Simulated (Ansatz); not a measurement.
## Field-gradient calculation, with input and output: CoSi₄₇ (charge −2) (part 1 of 3)

- system: CoSi₄₇ (defect cell, 48 atoms in the cell, total charge −2)
- method: DFT, PBE, plane-wave PAW, default files, scalar-relativistic, spin-polarised (Ansatz 0.2.0)

The structure derives from an entry of the Crystallography Open Database. It belongs to a series of runs on one base structure; here: Co on a Si site, charge -2, host positions. Figures and captions count atoms from 1; the log counts them from 0 in places.

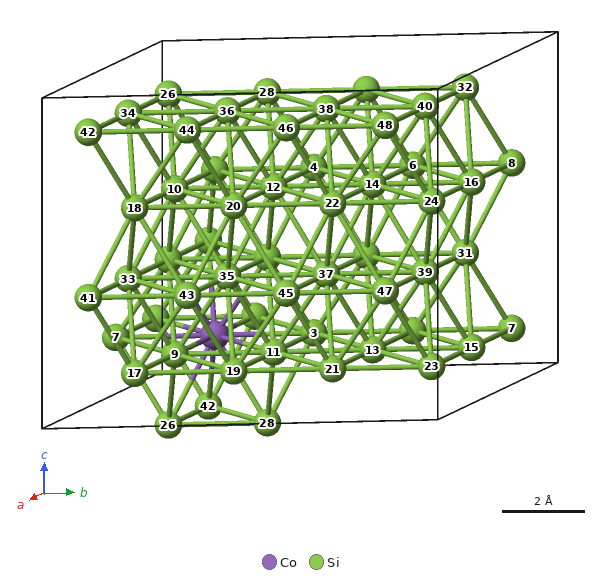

The structure as given in the input (ball-and-stick view of the cell of the calculation, seen slightly off an axis; bonded neighbours outside the cell are drawn too; atoms are numbered from 1 in the order of the input). Near neighbours in the crystal (not all of them lie inside the picture): Co has 12 Si at 2.44 to 2.51 Å; Si has 12 Si at 2.44 to 2.51 Å; Si has 1 Co at 2.44 to 2.51 Å and 11 Si at 2.44 to 2.51 Å.

The input:
```yaml
crystal:
  lattice:
    - [7.332, 0.0, 0.0]
    - [-4.888, 8.4662643472, 0.0]
    - [0.0, 0.0, 8.304]
  atoms:
    - { symbol: Co, position: [0.1111111111, 0.1666666667, 0.125], spin: 3.0 }
    - { symbol: Si, position: [0.1111111111, 0.1666666667, 0.625] }
    - { symbol: Si, position: [0.1111111111, 0.4166666667, 0.125] }
    - { symbol: Si, position: [0.1111111111, 0.4166666667, 0.625] }
    - { symbol: Si, position: [0.1111111111, 0.6666666667, 0.125] }
    - { symbol: Si, position: [0.1111111111, 0.6666666667, 0.625] }
    - { symbol: Si, position: [0.1111111111, 0.9166666667, 0.125] }
    - { symbol: Si, position: [0.1111111111, 0.9166666667, 0.625] }
    - { symbol: Si, position: [0.4444444444, 0.1666666667, 0.125] }
    - { symbol: Si, position: [0.4444444444, 0.1666666667, 0.625] }
    - { symbol: Si, position: [0.4444444444, 0.4166666667, 0.125] }
    - { symbol: Si, position: [0.4444444444, 0.4166666667, 0.625] }
    - { symbol: Si, position: [0.4444444444, 0.6666666667, 0.125] }
    - { symbol: Si, position: [0.4444444444, 0.6666666667, 0.625] }
    - { symbol: Si, position: [0.4444444444, 0.9166666667, 0.125] }
    - { symbol: Si, position: [0.4444444444, 0.9166666667, 0.625] }
    - { symbol: Si, position: [0.7777777778, 0.1666666667, 0.125] }
    - { symbol: Si, position: [0.7777777778, 0.1666666667, 0.625] }
    - { symbol: Si, position: [0.7777777778, 0.4166666667, 0.125] }
    - { symbol: Si, position: [0.7777777778, 0.4166666667, 0.625] }
    - { symbol: Si, position: [0.7777777778, 0.6666666667, 0.125] }
    - { symbol: Si, position: [0.7777777778, 0.6666666667, 0.625] }
    - { symbol: Si, position: [0.7777777778, 0.9166666667, 0.125] }
    - { symbol: Si, position: [0.7777777778, 0.9166666667, 0.625] }
    - { symbol: Si, position: [0.2222222222, 0.0833333333, 0.375] }
    - { symbol: Si, position: [0.2222222222, 0.0833333333, 0.875] }
    - { symbol: Si, position: [0.2222222222, 0.3333333333, 0.375] }
    - { symbol: Si, position: [0.2222222222, 0.3333333333, 0.875] }
    - { symbol: Si, position: [0.2222222222, 0.5833333333, 0.375] }
    - { symbol: Si, position: [0.2222222222, 0.5833333333, 0.875] }
    - { symbol: Si, position: [0.2222222222, 0.8333333333, 0.375] }
    - { symbol: Si, position: [0.2222222222, 0.8333333333, 0.875] }
    - { symbol: Si, position: [0.5555555556, 0.0833333333, 0.375] }
    - { symbol: Si, position: [0.5555555556, 0.0833333333, 0.875] }
    - { symbol: Si, position: [0.5555555556, 0.3333333333, 0.375] }
    - { symbol: Si, position: [0.5555555556, 0.3333333333, 0.875] }
    - { symbol: Si, position: [0.5555555556, 0.5833333333, 0.375] }
    - { symbol: Si, position: [0.5555555556, 0.5833333333, 0.875] }
    - { symbol: Si, position: [0.5555555556, 0.8333333333, 0.375] }
    - { symbol: Si, position: [0.5555555556, 0.8333333333, 0.875] }
    - { symbol: Si, position: [0.8888888889, 0.0833333333, 0.375] }
    - { symbol: Si, position: [0.8888888889, 0.0833333333, 0.875] }
    - { symbol: Si, position: [0.8888888889, 0.3333333333, 0.375] }
    - { symbol: Si, position: [0.8888888889, 0.3333333333, 0.875] }
    - { symbol: Si, position: [0.8888888889, 0.5833333333, 0.375] }
    - { symbol: Si, position: [0.8888888889, 0.5833333333, 0.875] }
    - { symbol: Si, position: [0.8888888889, 0.8333333333, 0.375] }
    - { symbol: Si, position: [0.8888888889, 0.8333333333, 0.875] }
magnetization:
  spin_polarized: true
total_charge: -2
kpoints:
  mp_grid: { grid: [3, 2, 2] }
scf:
  occupations: { method: fermi_dirac, width: 0.01 }
hamiltonian:
  xc: pbe
  pseudopotentials: { kind: paw }
output:
  forces: true
  stress: true
  populations: true
  efg: { quadrupole_moments_barn: { Co: 0.42 }, contact_densities: true }
```

Launch command:
```bash
ansatz run input.yaml --threads 4 --pin off --max-ram 8192MiB --backend cpu --events-out ev --progress --plain --runs-dir out
```

The program's output:
```
Engine: ansatz 0.2.0, aarch64-unknown-linux-gnu
Pseudopotentials: kind: paw
Pseudopotential: Co, paw, valence charge 17, recommended cutoff 420 eV (normal), Co.paw.azcp
Pseudopotential: Si, paw, valence charge 4, recommended cutoff 420 eV (normal), Si.paw.azcp
Functional definition: PBE
  parameter kappa = 0.804
  parameter beta = 0.06672455060314922
  exchange = pbe_x(kappa = kappa, mu = beta*pi^2/3)
  correlation = pbe_c(beta = beta)
Crystal: 48 atoms, lattice volume = 515.468 Å³
Basis set: ecut = 420 eV, 10095 PW (Γ), exchange–correlation on 100×144×120 points (8 copies of the dense FFT grid, shifted against one another)
Bands: 153, of which v1, the nominal top of the filled ones, is band 104 counted from 1 (103 counted from 0)
Symmetry: 2 space group operations
Space group: Pm (ITA 6), of the structure as read, at distance tolerance 8.0e-5 Å
Magnetic group: BNS 6.18 (UNI 25), of the structure as read, at distance tolerance 8.0e-5 Å
k-points: 8 of 12 (time reversal used)
Non-local potential: Co, projectors of the file, l = 0: 3, l = 1: 2, l = 2: 3, l = 3: 1
Non-local potential: Si, projectors of the file, l = 0: 2, l = 1: 2, l = 2: 2
PAW form: soft (Blöchl's): semilocal exchange-correlation on the pseudo side does not see the compensation charge
PAW one-centre angular grid: Co, 590 points (default); XC on 64 Gauss nodes
PAW one-centre angular grid: Si, 110 points (default); XC on 64 Gauss nodes
Initial density: superposition of atomic densities (chi_scale 0.1, normalization cell)
Starting moments: Σ|m| = 3 μB on 1 of 48 sites
Initial wavefunctions: pseudopotential atomic-orbital guess
Functional: x = pbe(κ = 0.804, μ = 0.2195149727645171), c = pbe(β = 0.06672455060314922)
SCF iter   1: F=—  HF=-34942.209270 eV  |F-HF|=—  |Δ(HF+E_count)|=         —  Δρ=7.86e-2 (↑7.86e-2 ↓1.66e-2)  dr2=3.59e1  dr2_m=6.66e0  M=0.885 μB ∫|m|=1.558 μB  β_m=0.30  ethr=3.10e-3  ⟨swp⟩=5.9  Hψ=10750  notcnv=0  defer=268
Mixer restart at iter 1: flushing history
preconditioner: auto → Kerker (q_TF=auto, 2.343 Å⁻¹)  [metal: Δε(μ)=0.009 eV  Ē_g=9.657 eV  σ=0.010 eV  W_gap=0.22  n_scr=112 (ndim 8)  ℏωp=23.1 eV  f_vac=0.000  D(μ)=16.98/eV (n_scr^D=126)]
spin=Collinear: Kerker preconditioning applied to the charge; magnetization (m = ρ↑ − ρ↓) channel mixes plain (no charge-response kernel on spin).
SCF iter   2: F=—  HF=-34935.022578 eV  |F-HF|=—  |Δ(HF+E_count)|=    7.19e0  Δρ=4.06e-2 (↑2.75e-2 ↓4.06e-2)  dr2=3.80e0  dr2_m=4.62e0  M=0.575 μB ∫|m|=1.169 μB  β_m=0.35  ethr=3.10e-3  ⟨swp⟩=3.4  Hψ=5345  notcnv=0  defer=621
SCF iter   3: F=—  HF=-34935.585874 eV  |F-HF|=—  |Δ(HF+E_count)|=   5.63e-1  Δρ=3.00e-2 (↑2.54e-2 ↓3.00e-2)  dr2=1.69e0  dr2_m=3.23e0  M=0.447 μB ∫|m|=0.856 μB  β_m=0.39  ethr=1.84e-3  ⟨swp⟩=2.1  Hψ=4498  notcnv=0  defer=624
SCF iter   4: F=—  HF=-34936.182939 eV  |F-HF|=—  |Δ(HF+E_count)|=   5.97e-1  Δρ=2.99e-2 (↑8.51e-3 ↓2.99e-2)  dr2=2.46e0  dr2_m=1.44e0  M=0.187 μB ∫|m|=0.440 μB  β_m=0.60  ethr=8.15e-4  ⟨swp⟩=1.8  Hψ=3412  notcnv=0  defer=629
SCF iter   5: F=—  HF=-34936.692807 eV  |F-HF|=—  |Δ(HF+E_count)|=   5.10e-1  Δρ=7.48e-3 (↑4.39e-3 ↓7.48e-3)  dr2=5.08e-1  dr2_m=1.23e-2  M=0.058 μB ∫|m|=0.086 μB  β_m=0.80  ethr=8.15e-4  ⟨swp⟩=3.9  Hψ=4839  notcnv=0  defer=617
SCF iter   6: F=—  HF=-34936.691900 eV  |F-HF|=—  |Δ(HF+E_count)|=   9.07e-4  Δρ=9.91e-4 (↑9.91e-4 ↓9.52e-4)  dr2=1.17e-2  dr2_m=1.12e-4  M=0.042 μB ∫|m|=0.058 μB  β_m=0.90  ethr=2.45e-4  ⟨swp⟩=2.2  Hψ=4561  notcnv=0  defer=617
SCF iter   7: F=—  HF=-34936.694562 eV  |F-HF|=—  |Δ(HF+E_count)|=   2.66e-3  Δρ=4.67e-4 (↑2.86e-4 ↓4.67e-4)  dr2=4.00e-4  dr2_m=6.08e-4  M=0.025 μB ∫|m|=0.036 μB  β_m=0.95  ethr=5.63e-6  ⟨swp⟩=2.4  Hψ=4322  notcnv=0  defer=618
SCF iter   8: F=—  HF=-34936.694492 eV  |F-HF|=—  |Δ(HF+E_count)|=   7.00e-5  Δρ=2.43e-4 (↑2.43e-4 ↓1.52e-4)  dr2=7.43e-5  dr2_m=1.76e-4  M=0.013 μB ∫|m|=0.019 μB  β_m=0.97  ethr=1.93e-7  ⟨swp⟩=2.1  Hψ=3996  notcnv=0  defer=618
SCF iter   9: F=—  HF=-34936.694497 eV  |F-HF|=—  |Δ(HF+E_count)|=   5.28e-6  Δρ=7.02e-5 (↑7.02e-5 ↓2.18e-5)  dr2=2.59e-5  dr2_m=7.13e-6  M=0.005 μB ∫|m|=0.007 μB  β_m=0.99  ethr=3.59e-8  ⟨swp⟩=2.0  Hψ=3597  notcnv=0  defer=618
SCF iter  10: F=—  HF=-34936.694605 eV  |F-HF|=—  |Δ(HF+E_count)|=   1.08e-4  Δρ=7.16e-6 (↑7.16e-6 ↓5.90e-6)  dr2=1.96e-7  dr2_m=1.66e-7  M=0.001 μB ∫|m|=0.002 μB  β_m=0.99  ethr=1.25e-8  ⟨swp⟩=2.1  Hψ=3588  notcnv=0  defer=618
SCF iter  11: F=—  HF=-34936.694605 eV  |F-HF|=—  |Δ(HF+E_count)|=   7.28e-8  Δρ=2.21e-6 (↑2.21e-6 ↓1.78e-6)  dr2=5.39e-9  dr2_m=1.77e-8  M=0.001 μB ∫|m|=0.001 μB  β_m=1.00  ethr=9.46e-11  ⟨swp⟩=2.0  Hψ=3791  notcnv=0  defer=618
SCF iter  12: F=—  HF=-34936.694605 eV  |F-HF|=—  |Δ(HF+E_count)|=   3.15e-8  Δρ=1.22e-6 (↑1.22e-6 ↓7.21e-7)  dr2=7.31e-9  dr2_m=2.09e-9  M=0.000 μB ∫|m|=0.000 μB  β_m=1.00  ethr=2.61e-12  ⟨swp⟩=2.1  Hψ=4121  notcnv=0  defer=618
SCF iter  13: F=—  HF=-34936.694605 eV  |F-HF|=—  |Δ(HF+E_count)|=   3.89e-9  Δρ=4.54e-7 (↑4.54e-7 ↓3.29e-7)  dr2=2.02e-9  dr2_m=9.86e-11  M=0.000 μB ∫|m|=0.000 μB  β_m=0.86  ethr=2.61e-12  ⟨swp⟩=2.1  Hψ=4120  notcnv=0  defer=618
SCF iter  14: F=-34936.694605 eV  HF=-34936.694605 eV  |F-HF|=1.31e-10  |Δ(HF+E_count)|=  5.82e-11  Δρ=1.10e-7 (↑9.04e-8 ↓1.10e-7)  dr2=1.71e-10  dr2_m=1.35e-11  M=0.000 μB ∫|m|=0.000 μB  ethr=1.00e-12  ⟨swp⟩=12.6  Hψ=15107  notcnv=0
SCF 1 converged in 14 iterations: F = -34936.694605 eV  dr2 = 1.71e-10
  greatest PAW one-centre occupation: 1.001 electrons in one spin orbital (limit 2), on the Co atom at site 0 (counted from 0), in its partial waves of l = 1
```

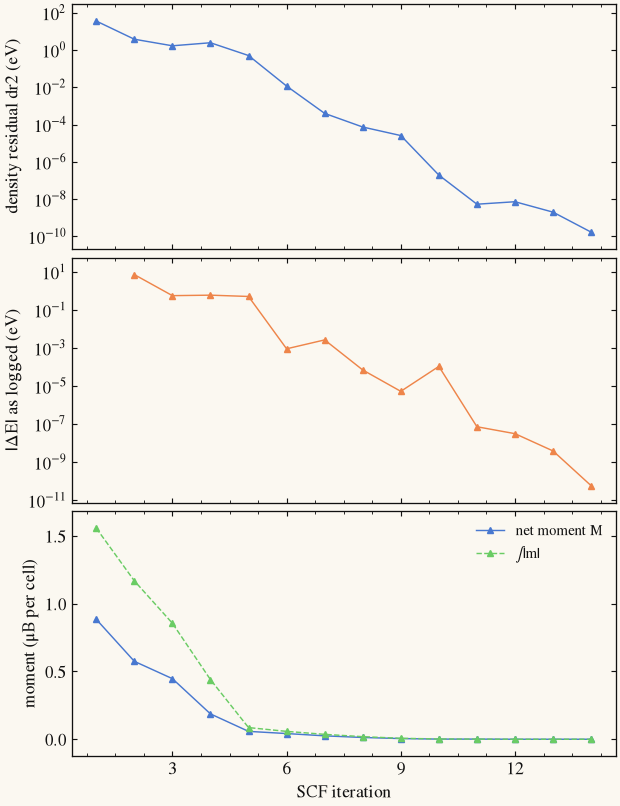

Convergence of the self-consistent field: density residual dr2, size of the energy change and magnetic moment against the SCF iteration. The residual falls almost steadily, with no more than small rises. The net moment goes from 0.9 to 0.0 μB per cell, and ∫|m| falls to zero.

```
WARN: the starting moments were not kept: the SCF closed with an absolute magnetisation of 3.5e-5 μB, where they sum to 3 μB in size (1 site). That is at most 0.1 of that sum. Measured as dr2_m measures the in/out step, that magnetisation stands 2.2e-11 eV from none, at or under the dr2_threshold of 1.0e-7 eV: it is no larger than a step whose dr2_m would equal this threshold. The system may hold no moment; this SCF shows only that its start led to no more than that. To try another start: raise the starting moments (crystal.atoms[].spin, magnetization.per_species, magnetization.initial_magnetization, or on a non-collinear deck that types none of these the spinor_matrix: blocks that start its atoms; where the total moment is fixed, keep their sum and leave initial_magnetization as it is; typed ones take the place of any that the run laid by itself, positive ones on a crystal's lanthanoids without a Hubbard term where scf.initial_density.shell_occupations: [] is typed) or, if the notice of its spin-set hold's release reads "site moments contracting" or "site moments show no strong build", lengthen the hold (scf.mixing.spin_hold: { on: { confirm: 4 } }; for m-r²SCAN on two components see the key's manual first). Each may lead to a state that holds a moment. A second SCF, from the converged charge density, with the starting moments and any scf.initial_density.shell_occupations laid on it anew, would have followed, and was not run: the deck does not ask for one (magnetization.retry_lost_moments is false, the default). To let it run, set magnetization.retry_lost_moments: true and run the deck again, where that key's refused combinations let it; where memory then withholds it, that run's warning says so.
SCF converged after 14 iterations
Magnetization: 0.0000 μB (103.5000 up, 103.5000 down)
Absolute magnetization: 0.0000 μB (∫|ρ↑−ρ↓|, with the PAW one-centre terms)
Spin contamination: 0.0000 ħ² per cell (⟨S²⟩ above its minimum at these occupations)
Per-site moments (μB) at R_I (Å): [(1.7381218285150061e-6, 1.008149999899185), (8.136060651165831e-7, 1.008149999899185), (8.979694878029352e-7, 1.008149999899185), (5.580900231734127e-7, 1.008149999899185), (2.932725377437945e-7, 1.008149999899185), (3.2045232514281145e-7, 1.008149999899185), (6.447373345374559e-7, 1.008149999899185), (2.7174306860179116e-7, 1.008149999899185), (8.143775600782001e-7, 1.0081499998991852), (3.494254217985479e-7, 1.0081499998991852), (8.422806889478589e-7, 1.008149999899185), (1.2476441562995443e-7, 1.008149999899185), (6.130454350660123e-7, 1.0081499998991852), (1.3132573497554432e-7, 1.0081499998991852), (8.898045115664851e-7, 1.008149999899185), (2.1459117533574138e-7, 1.008149999899185), (3.5019770528370446e-7, 1.008149999899185), (4.912333543415531e-7, 1.008149999899185), (8.439412945993996e-7, 1.008149999899185), (8.102855828005764e-8, 1.008149999899185), (4.3271258158897876e-7, 1.008149999899185), (1.5877504252334718e-7, 1.008149999899185), (5.778795441195642e-7, 1.008149999899185), (1.5017911187926418e-7, 1.008149999899185), (9.408886395801373e-8, 1.008149999899185), (9.408886399355499e-8, 1.008149999899185), (2.580231689851276e-7, 1.008149999899185), (2.5802316899371987e-7, 1.008149999899185), (1.3169724120444256e-7, 1.008149999899185), (1.316972412463535e-7, 1.008149999899185), (2.123506112193394e-7, 1.008149999899185), (2.1235061120146068e-7, 1.008149999899185), (1.0691119937456528e-7, 1.008149999899185), (1.0691119937484422e-7, 1.008149999899185), (2.1405772131171685e-7, 1.008149999899185), (2.1405772140179955e-7, 1.008149999899185), (2.56290166273817e-7, 1.008149999899185), (2.562901662868452e-7, 1.008149999899185), (2.8304062159416e-7, 1.008149999899185), (2.830406214493408e-7, 1.008149999899185), (1.8801258018797592e-7, 1.008149999899185), (1.8801258016218141e-7, 1.008149999899185), (2.6266894254817604e-7, 1.008149999899185), (2.626689425840589e-7, 1.008149999899185), (3.715570832804214e-7, 1.008149999899185), (3.7155708330704296e-7, 1.008149999899185), (4.238975040863162e-7, 1.008149999899185), (4.2389750399834477e-7, 1.008149999899185)]
Free energy (F): -34936.694605 eV
Harris-Foulkes:  -34936.694605 eV  (|F-HF|=1.31e-10)
```
